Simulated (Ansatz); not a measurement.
**Geometry relaxation of Si**

System: Si (P6₃/mmc, 4 atoms in the cell).
Method: DFT LDA, scalar-relativistic, plane waves, PAW, no spin polarisation (Ansatz 0.2.0).

The structure derives from a Materials Project entry. Figures and captions count atoms from 1; the log counts them from 0 in places.

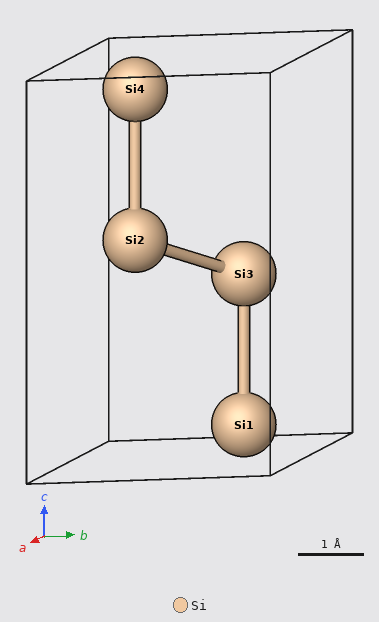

Fig. 1: The structure as given in the input (ball-and-stick view of the cell of the calculation, seen slightly off an axis; atoms are numbered from 1 in the order of the input).

Input:
```yaml
crystal:
  lattice:
    - [3.8313174605, 0.0, 0.0]
    - [-1.9156587303, 3.3180182508, 0.0]
    - [0.0, 0.0, 6.3326220002]
  atoms:
    - { symbol: Si, position: [0.33333333, 0.66666667, 0.0630095] }
    - { symbol: Si, position: [0.66666667, 0.33333333, 0.5630095] }
    - { symbol: Si, position: [0.33333333, 0.66666667, 0.4369905] }
    - { symbol: Si, position: [0.66666667, 0.33333333, 0.9369905] }
basis:
  ecutwfc: 420
kpoints:
  mp_grid: { grid: [12, 12, 6] }
hamiltonian:
  xc: lda
scf:
  occupations: { method: gaussian, width: 0.02 }
output:
  forces: true
  stress: true
  eigenvalues: true
  write_density: true
  write_potential: true
  elf: true
  volumetric_format: npy
relax:
  adjacent_minimum: "off"
  f_tol: 0.005
  max_steps: 80
  cell: { stress_tol: 0.05 }
```

Run on 1 thread of Oxide Virtual Turin-like (Zen 5), 32 GiB of memory available, shared host.

Run as:
```bash
ansatz run input.yaml --threads 1 --pin off --max-ram 2560MiB --backend cpu --events-out ev --progress --plain --runs-dir out
```

Log:
```
Engine: ansatz 0.2.0, x86_64-unknown-linux-gnu
Pseudopotentials: kind: paw
Pseudopotential: Si, paw, valence charge 4, recommended cutoff 420 eV (normal), Si.paw.azcp
Functional definition: SPW92
  exchange = slater_x
  correlation = pw_c
Crystal: 4 atoms, lattice volume = 80.503 Å³
Basis set: ecut = 420 eV, 1581 PW (Γ)
Bands: 12, of which v1, the nominal top of the filled ones, is band 8 counted from 1 (7 counted from 0)
Symmetry: 24 space group operations
Space group: P63/mmc (ITA 194), of the structure as read, at distance tolerance 4.3e-5 Å
k-points: 76 of 864
Non-local potential: Si, projectors of the file, l = 0: 2, l = 1: 2, l = 2: 2
PAW form: soft (Blöchl's): semilocal exchange-correlation on the pseudo side does not see the compensation charge
PAW frozen core: Si, regenerated for the run's functional, and the local potential with it (the file was generated under x = pbe(κ = 0.804, μ = 0.2195149727645171), c = pbe(β = 0.06672455060314922))
PAW one-centre angular grid: Si, 110 points (default); XC on 64 Gauss nodes
Initial density: superposition of atomic densities (neutral atoms: chi_scale 0, normalization atom), corrected by the library's trained network
Initial wavefunctions: pseudopotential atomic-orbital guess
Functional: x = slater, c = lda
SCF iter   1: F=—  HF=-2434.543671 eV  |F-HF|=—  |Δ(HF+E_count)|=         —  Δρ=3.95e-3  dr2=7.54e-3  ethr=1.77e-3  ⟨swp⟩=6.5  Hψ=6731  notcnv=0
preconditioner: auto → none  [insulator: Δε(μ)=0.325 eV  Ē_g=7.793 eV  σ=0.020 eV  W_gap=1.00  n_scr=10 (ndim 8)  ℏωp=16.6 eV  f_vac=0.000  D(μ)=0.00/eV (n_scr^D=0)  ε∞_Penn≈5.5]
SCF iter   2: F=—  HF=-2434.542696 eV  |F-HF|=—  |Δ(HF+E_count)|=   9.75e-4  Δρ=1.84e-3  dr2=1.54e-3  ethr=4.71e-5  ⟨swp⟩=2.3  Hψ=1988  notcnv=0
SCF iter   3: F=—  HF=-2434.542450 eV  |F-HF|=—  |Δ(HF+E_count)|=   2.46e-4  Δρ=9.48e-5  dr2=4.53e-6  ethr=9.65e-6  ⟨swp⟩=1.2  Hψ=1010  notcnv=0
SCF iter   4: F=—  HF=-2434.542453 eV  |F-HF|=—  |Δ(HF+E_count)|=   2.30e-6  Δρ=1.68e-5  dr2=1.64e-7  ethr=2.83e-8  ⟨swp⟩=2.2  Hψ=1511  notcnv=0
iter 5 did not close the SCF: its close was put off for the readings that it lacked (scf_convergence_deferred on its scf_iter line)
SCF iter   5: F=-2434.542453 eV  HF=-2434.542453 eV  |F-HF|=1.53e-9  |Δ(HF+E_count)|=   3.83e-8  Δρ=4.86e-6  dr2=8.16e-9  ethr=1.02e-9  ⟨swp⟩=2.6  Hψ=1485  notcnv=0
SCF iter   6: F=-2434.542453 eV  HF=-2434.542453 eV  |F-HF|=7.19e-11  |Δ(HF+E_count)|=   1.94e-9  Δρ=3.19e-7  dr2=1.26e-10  ethr=5.10e-11  ⟨swp⟩=5.1  Hψ=4906  notcnv=0
SCF 1 converged in 6 iterations: F = -2434.542453 eV  dr2 = 1.26e-10
  greatest PAW one-centre occupation: 0.639 electrons in one spin orbital (limit 2), on the Si atom at site 3 (counted from 0), in its partial waves of l = 0
relax step   1: F+E_penalty+E_count = -2434.54245276 eV  Δ(F+E_penalty+E_count) = +0.000e0 eV  max|allowed force component| = 1.307e-2 eV/Å  Δτ_max = 0.0000 Å  P = -2.041 GPa  Ω = 80.503 Å³  (6 SCF iters, dr2 threshold 1.00e-7 eV, accepted)
Crystal: 4 atoms, lattice volume = 79.126 Å³
Basis set: ecut = 420 eV, 1521 PW (Γ)
Initial density: handed on by an earlier stage of this run
Initial wavefunctions: those handed on with the density
iter 1 solved again at ethr=8.11e-6 eV; its pass at ethr=3.10e-3 eV (dr2=1.30e-3 eV) is discarded
SCF iter   1: F=—  HF=-2434.554278 eV  |F-HF|=—  |Δ(HF+E_count)|=         —  Δρ=1.09e-3  dr2=1.36e-3  ethr=8.11e-6  ⟨swp⟩=2.5  Hψ=7291  notcnv=0
preconditioner: auto → none  [insulator: Δε(μ)=0.296 eV  Ē_g=7.858 eV  σ=0.020 eV  W_gap=1.00  n_scr=10 (ndim 8)  ℏωp=16.7 eV  f_vac=0.000  D(μ)=0.00/eV (n_scr^D=0)  ε∞_Penn≈5.5]
SCF iter   2: F=—  HF=-2434.553761 eV  |F-HF|=—  |Δ(HF+E_count)|=   5.17e-4  Δρ=3.73e-4  dr2=1.39e-4  ethr=8.11e-6  ⟨swp⟩=2.0  Hψ=1520  notcnv=0
SCF iter   3: F=—  HF=-2434.553709 eV  |F-HF|=—  |Δ(HF+E_count)|=   5.17e-5  Δρ=4.94e-5  dr2=1.42e-6  ethr=8.67e-7  ⟨swp⟩=2.4  Hψ=1556  notcnv=0
SCF iter   4: F=-2434.553709 eV  HF=-2434.553709 eV  |F-HF|=1.37e-9  |Δ(HF+E_count)|=   3.26e-7  Δρ=2.54e-6  dr2=5.23e-9  ethr=2.50e-9  ⟨swp⟩=10.0  Hψ=7281  notcnv=0
SCF 2 converged in 4 iterations: F = -2434.553709 eV  dr2 = 5.23e-9
  greatest PAW one-centre occupation: 0.640 electrons in one spin orbital (limit 2), on the Si atom at site 3 (counted from 0), in its partial waves of l = 0
relax step   2: F+E_penalty+E_count = -2434.55370894 eV  Δ(F+E_penalty+E_count) = -1.126e-2 eV  max|allowed force component| = 7.932e-3 eV/Å  Δτ_max = 0.0004 Å  P = -0.464 GPa  Ω = 79.126 Å³  energy of the carried Pulay correction = +3.776e-4 eV  (4 SCF iters, dr2 threshold 4.00e-7 eV, accepted)
Crystal: 4 atoms, lattice volume = 78.730 Å³
iter 1 solved again at ethr=7.06e-7 eV; its pass at ethr=3.10e-3 eV (dr2=1.13e-4 eV) is discarded
SCF iter   1: F=—  HF=-2434.554426 eV  |F-HF|=—  |Δ(HF+E_count)|=         —  Δρ=3.19e-4  dr2=1.17e-4  ethr=7.06e-7  ⟨swp⟩=2.5  Hψ=6969  notcnv=0
preconditioner: auto → none  [insulator: Δε(μ)=0.276 eV  Ē_g=7.872 eV  σ=0.020 eV  W_gap=1.00  n_scr=10 (ndim 8)  ℏωp=16.7 eV  f_vac=0.000  D(μ)=0.00/eV (n_scr^D=0)  ε∞_Penn≈5.5]
SCF iter   2: F=—  HF=-2434.554382 eV  |F-HF|=—  |Δ(HF+E_count)|=   4.44e-5  Δρ=1.10e-4  dr2=1.21e-5  ethr=7.06e-7  ⟨swp⟩=2.0  Hψ=1521  notcnv=0
SCF iter   3: F=-2434.554377 eV  HF=-2434.554377 eV  |F-HF|=3.29e-8  |Δ(HF+E_count)|=   4.65e-6  Δρ=1.46e-5  dr2=1.22e-7  ethr=2.50e-9  ⟨swp⟩=7.9  Hψ=7350  notcnv=0
SCF 3 converged in 3 iterations: F = -2434.554377 eV  dr2 = 1.22e-7
  greatest PAW one-centre occupation: 0.641 electrons in one spin orbital (limit 2), on the Si atom at site 2 (counted from 0), in its partial waves of l = 0
relax step   3: F+E_penalty+E_count = -2434.55437685 eV  Δ(F+E_penalty+E_count) = -6.679e-4 eV  max|allowed force component| = 6.940e-4 eV/Å  Δτ_max = 0.0002 Å  P = +0.018 GPa  Ω = 78.730 Å³  energy of the carried Pulay correction = +4.874e-4 eV  (3 SCF iters, dr2 threshold 4.00e-7 eV, accepted)
Initial wavefunctions: pseudopotential atomic-orbital guess (no wavefunctions were taken with the density)
iter 1 solved again at ethr=5.56e-8 eV; its pass at ethr=3.10e-3 eV (dr2=8.90e-6 eV) is discarded
SCF iter   1: F=—  HF=-2434.553931 eV  |F-HF|=—  |Δ(HF+E_count)|=         —  Δρ=2.45e-5  dr2=1.54e-7  ethr=5.56e-8  ⟨swp⟩=3.0  Hψ=9533  notcnv=0
preconditioner: auto → none  [insulator: Δε(μ)=0.271 eV  Ē_g=7.870 eV  σ=0.020 eV  W_gap=1.00  n_scr=10 (ndim 8)  ℏωp=16.7 eV  f_vac=0.000  D(μ)=0.00/eV (n_scr^D=0)  ε∞_Penn≈5.5]
SCF iter   2: F=—  HF=-2434.553931 eV  |F-HF|=—  |Δ(HF+E_count)|=   6.58e-7  Δρ=1.22e-5  dr2=3.65e-8  ethr=9.59e-10  ⟨swp⟩=1.4  Hψ=999  notcnv=0
SCF iter   3: F=—  HF=-2434.553931 eV  |F-HF|=—  |Δ(HF+E_count)|=   2.17e-8  Δρ=3.89e-7  dr2=8.07e-11  ethr=2.28e-10  ⟨swp⟩=1.1  Hψ=948  notcnv=0
SCF iter   4: F=-2434.553931 eV  HF=-2434.553931 eV  |F-HF|=0.00e0  |Δ(HF+E_count)|=  4.41e-11  Δρ=1.00e-7  dr2=2.73e-12  ethr=1.00e-12  ⟨swp⟩=6.2  Hψ=4337  notcnv=0
SCF 4 converged in 4 iterations: F = -2434.553931 eV  dr2 = 2.73e-12
  greatest PAW one-centre occupation: 0.641 electrons in one spin orbital (limit 2), on the Si atom at site 3 (counted from 0), in its partial waves of l = 0
relax step   4: F+E_penalty+E_count = -2434.55393137 eV  Δ(F+E_penalty+E_count) = +4.455e-4 eV  max|allowed force component| = 7.010e-4 eV/Å  Δτ_max = 0.0000 Å  P = +0.010 GPa  Ω = 78.730 Å³  stress off target by 2.17e-2 GPa  SCF on the basis re-selected at this cell (its energy is not comparable with the rows above)  (4 SCF iters)
```

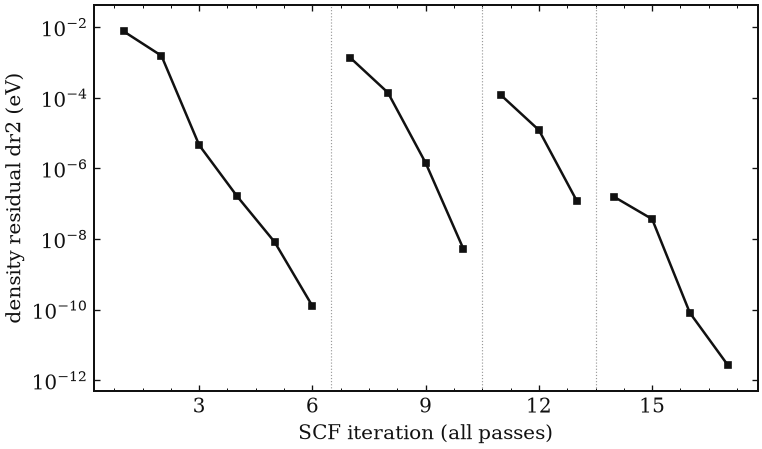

Fig. 2: Convergence of the self-consistent field: density residual dr2 against the SCF iteration. The dotted lines part the SCF passes of the relaxation: geometry steps, rejected trials and re-solves on a re-selected basis. The passes take 6, 4, 3 and 4 iterations.

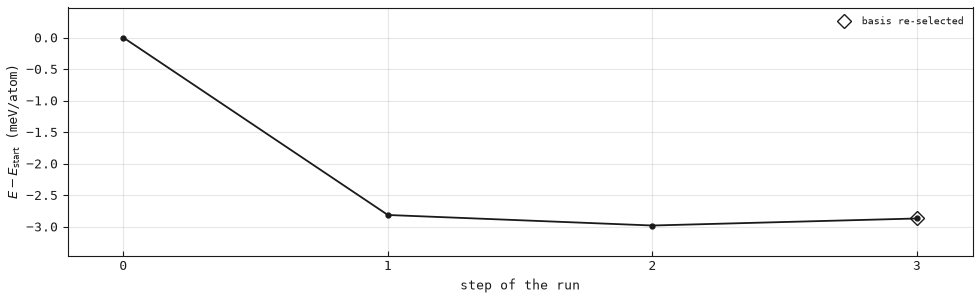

Fig. 3: Progress of the relaxation, step by step (the first geometry is step 0 here and step 1 in the log).

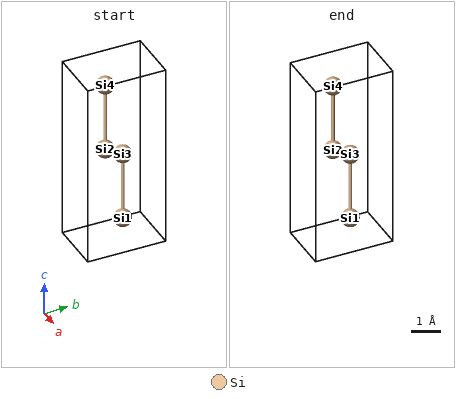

Fig. 4: Before (left) and after (right) the relaxation, at one scale (ball-and-stick view of the cell of the calculation, seen at an oblique angle). Over 2 geometry steps the energy falls by 3.0 meV per atom. Largest force component: 0.013 eV/Å at the start, 0.0007 eV/Å at the end. The pressure goes from −2.04 to 0.01 GPa. The atoms keep their places relative to the cell (all moves are under 0.005 Å). The drawn cell changes as follows: a = b 3.831 → 3.802 Å (−0.8 %), c 6.333 → 6.289 Å (−0.7 %); the volume changes by −2.2 %. Distances before and after: Si1–Si4 2.352 → 2.334 Å, Si1–Si3 2.368 → 2.352 Å. The space group stays P6_3/mmc (No. 194). A last SCF at the same geometry on a re-selected plane-wave basis shifts the energy by +0.1 meV per atom. (Atoms are counted from 1 in the order of the input.)

```
basis re-selected at this cell: Δ(F+E_penalty+E_count) = +4.455e-4 eV, ΔP = -0.008 GPa vs the last step (what re-selecting the basis moved, of the pressure what is left beyond the Pulay correction that the steps carried, after the strain that the cell walked since its last selection, with what the two solves' SCF thresholds leave and, on support functions, any second-order correction that the steps lacked; it is no measure of the basis error at this ecutwfc). This SCF's stress stands 2.17e-2 GPa from its target on what of the cell is left free (relax.cell.stress_tol is 5.00e-2 GPa) and its largest allowed force component is 7.01e-4 eV/Å (relax.f_tol is 5.00e-3 eV/Å): within both
SCF converged after 4 iterations
Free energy (F): -2434.553931 eV
Harris-Foulkes:  -2434.553931 eV  (|F-HF|=0.00e0)
Internal energy: -2434.553931 eV  (E = F + TS)
E sigma→0 (E₀):  -2434.553931 eV
Fermi energy:    6.629294 eV
--- Per-component energies (eV) ---
  E_band       = 17.711111
  E_kinetic    = 163.012174
  E_local      = -112.775337  (includes V_loc(G=0)·N_el)
  E_nonlocal   = 108.498518
  E_hartree    = 29.910371
  E_xc         = -219.745718
  E_vxc        = -189.185678  (∫ρ·V_xc dr)
  E_paw        = -1944.736474  (= ΣΔE_a)
  E_vpaw       = -11.659336  (= ΣTr[D̂ρ^β])
  E_aug_tail   = 0.000022  (compensation charges beyond the density's cutoff)
  E_ewald      = -459.054809
  E_core_change = 0.337323  (= ΣΔE_core)
  E_smearing   = -0.000000  (= −TS)
  E_closure    = 0.000000  (closes the sum)
  Σ components = -2434.553931   (vs F -2434.553931, Δ=0.00e0)
--- Forces (eV/Å), atoms counted from 1 ---
  atom   1  Si     0.00000000    -0.00000000     0.00070096
  atom   2  Si    -0.00000000     0.00000000     0.00070096
  atom   3  Si    -0.00000000    -0.00000000    -0.00070096
  atom   4  Si     0.00000000     0.00000000    -0.00070096
  max |Σ_I F_I| component: 6.94e-17 eV/Å
--- Stress (GPa, compression-positive) ---
        0.003658       0.000000      -0.000000
        0.000000       0.003658       0.000000
       -0.000000       0.000000       0.021658
  P = ⅓ Tr σ = 0.0097 GPa (0.097 kbar)
--- Band table (eV; the first three rows and the last of 76) ---
  k-point 0: bands = ["-5.8663", "-3.5281", "-0.8607", "4.9504", "4.9504", "6.1272", "6.4938", "6.4938", "7.4805", "8.4488", "8.4488", "8.7935"]
  k-point 1: bands = ["-5.7750", "-3.8629", "-0.3547", "5.0209", "5.0209", "5.2562", "6.3228", "6.3228", "7.5721", "8.6005", "8.6005", "9.1026"]
  k-point 2: bands = ["-5.5038", "-4.4851", "0.7759", "3.7299", "5.2272", "5.2272", "5.9473", "5.9473", "7.8413", "8.7785", "8.9622", "8.9622"]
  k-point 75: bands = ["-2.3404", "-2.3404", "-1.0169", "-1.0169", "1.8723", "1.8723", "4.4607", "4.4607", "7.9786", "7.9786", "9.9752", "9.9752"]
--- Relaxed structure (3 steps of the walk, 3 accepted, 1 SCFs on fresh bases) ---
  F+E_penalty+E_count = -2434.55393137 eV   max|allowed force component| = 7.010e-4 eV/Å   (the final SCF, on the basis selected at the relaxed cell)
  cell:  # Å, volume = 78.7298 Å³
    - [3.8019754659792038, 2.864629792912435e-11, 0.0]
    - [-1.90098773301441, 3.2926073380888456, 0.0]
    - [0.0, 0.0, 6.289120250440995]
  atoms:
    - { symbol: Si, position: [0.3333333333333333, 0.6666666666666667, 0.06303329311476172] }
    - { symbol: Si, position: [0.6666666666666665, 0.3333333333333333, 0.5630332931147619] }
    - { symbol: Si, position: [0.3333333333333333, 0.6666666666666667, 0.43696670688523837] }
    - { symbol: Si, position: [0.6666666666666665, 0.3333333333333333, 0.9369667068852384] }
```

Trajectory as extended XYZ (Å, eV, eV/Å), 4 frames, from step=1 to step=4:
```
4
Lattice="3.8313 0.0000 0.0000 -1.9157 3.3180 0.0000 0.0000 0.0000 6.3326" Properties=species:S:1:pos:R:3:forces:R:3 step=1 energy=-2434.54245 pressure_GPa=-2.04
Si    0.0000    2.2120    0.3990    0.0000   0.0000  -0.0131
Si    1.9157    1.1060    3.5653    0.0000   0.0000  -0.0131
Si    0.0000    2.2120    2.7673    0.0000   0.0000   0.0131
Si    1.9157    1.1060    5.9336    0.0000   0.0000   0.0131
4
Lattice="3.8084 0.0000 0.0000 -1.9042 3.2982 0.0000 0.0000 0.0000 6.2995" Properties=species:S:1:pos:R:3:forces:R:3 step=2 energy=-2434.55371 pressure_GPa=-0.46
Si    0.0000    2.1988    0.3973    0.0000   0.0000  -0.0079
Si    1.9042    1.0994    3.5471    0.0000   0.0000  -0.0079
Si    0.0000    2.1988    2.7524    0.0000   0.0000   0.0079
Si    1.9042    1.0994    5.9022    0.0000   0.0000   0.0079
4
Lattice="3.8020 0.0000 0.0000 -1.9010 3.2926 0.0000 0.0000 0.0000 6.2891" Properties=species:S:1:pos:R:3:forces:R:3 step=3 energy=-2434.55438 pressure_GPa=0.02
Si    0.0000    2.1951    0.3964    0.0000   0.0000   0.0007
Si    1.9010    1.0975    3.5410    0.0000   0.0000   0.0007
Si    0.0000    2.1951    2.7481    0.0000   0.0000  -0.0007
Si    1.9010    1.0975    5.8927    0.0000   0.0000  -0.0007
4
Lattice="3.8020 0.0000 0.0000 -1.9010 3.2926 0.0000 0.0000 0.0000 6.2891" Properties=species:S:1:pos:R:3:forces:R:3 step=4 energy=-2434.55393 pressure_GPa=0.01
Si    0.0000    2.1951    0.3964    0.0000   0.0000   0.0007
Si    1.9010    1.0975    3.5410    0.0000   0.0000   0.0007
Si    0.0000    2.1951    2.7481    0.0000   0.0000  -0.0007
Si    1.9010    1.0975    5.8927    0.0000   0.0000  -0.0007
```

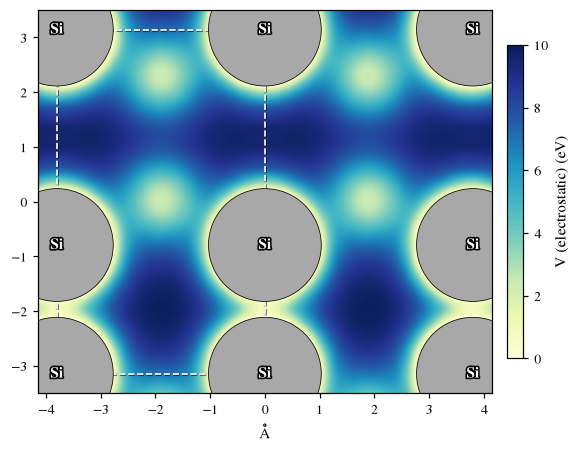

Fig. 5: Electrostatic potential (local pseudopotential plus Hartree) felt by an electron on the (010) plane of the conventional cell. Grey discs, where drawn, cover atomic cores. Outside the cores the potential energy rises away from the atoms and is highest about 2.2 Å from the nearest atoms; outside the discs it spans about 10 eV, and its zero is arbitrary. Core electrons are frozen (PAW), so the fields are smoothed inside the atomic spheres.

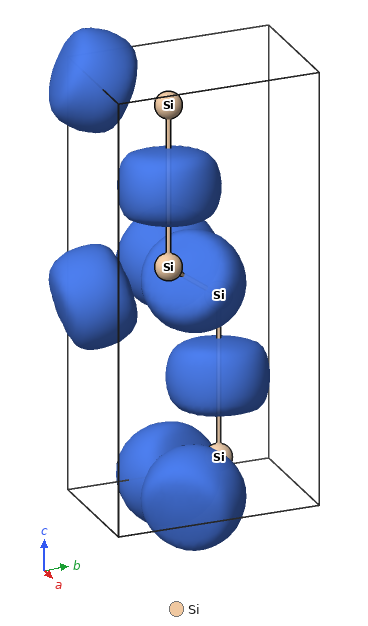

Fig. 6: Isosurface of the ELF at 0.75 (blue), seen slightly off an axis. Only the valence region is drawn (cores and ρ < 0.01 e/Å³ removed). Sticks mark near contacts. The outline is the cell set on symmetry axes. Values along the shortest contacts:

Results in brief:

- outcome: converged
- space group (tolerance 0.01 Å): P6₃/mmc (194)
- electrons treated: 16
- free energy: −2434.5539 eV
- Fermi energy: 6.629 eV
- gap on the k-point mesh: 0.27 eV
- pressure: 0.01 GPa
- final volume: 78.73 Å³
- largest force (length of the vector) at the end: 0.001 eV/Å
- final cell: a = 3.802 Å, b = 3.802 Å, c = 6.289 Å, α = 90.00°, β = 90.00°, γ = 120.00°
- wall time: 16 s
- peak memory: 0.41 GiB
